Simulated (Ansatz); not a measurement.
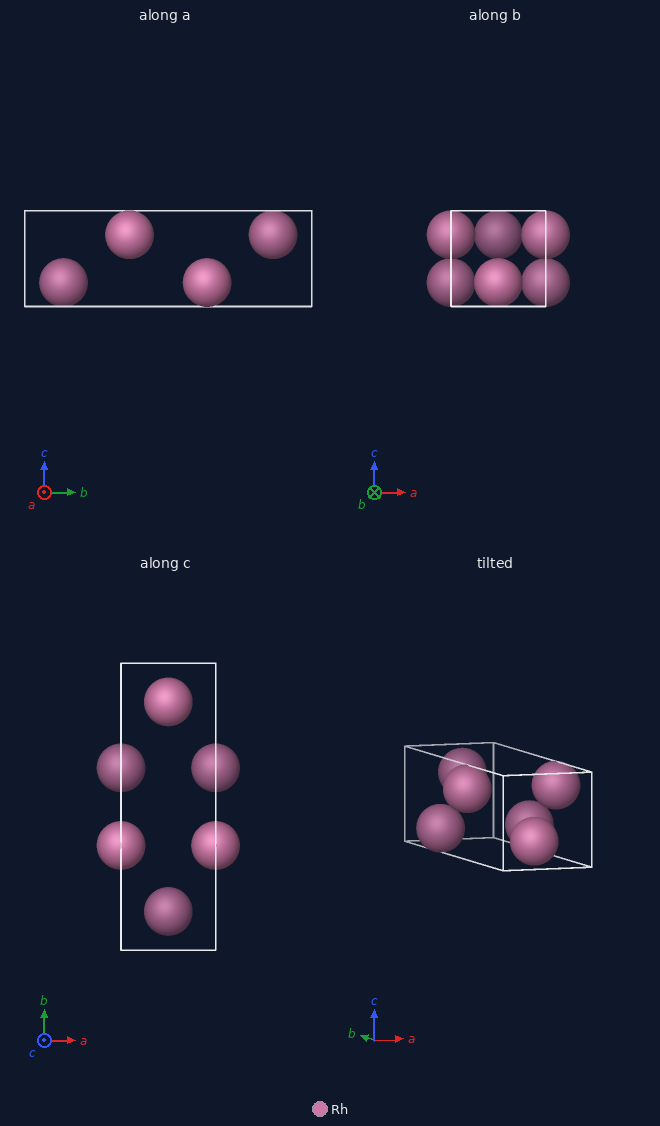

The crystal in a spheres-only representation, seen along the a axis, along the b axis, along the c axis and slightly off an axis. The conventional unit cell is outlined; an atom on or near a face, edge or corner is repeated at each equivalent position.

Lattice parameters: a = 2.556 Å, b = 7.761 Å, c = 2.585 Å, α = 90.00°, β = 90.00°, γ = 90.00°.

Question: Transcribe the picture into a table of Wyckoff sites, with free fractional coordinates to two decimals.

Answer: Space group Cmcm (No. 63).
| atom | site | x | y | z |
| --- | --- | --- | --- | --- |
| Rh | 4c | 0.00 | 0.64 | 0.25 |

The model was built from a structure type filled with this element by a generator (whether the element takes this form wasn't checked). Earlier steps of the study may have refined or changed the cell and positions. It was the input of a calculation with Ansatz.

At this level of theory the cell isn't at rest (compressed, at 29 GPa), so its distances can differ from those at equilibrium, the more so the softer the solid.
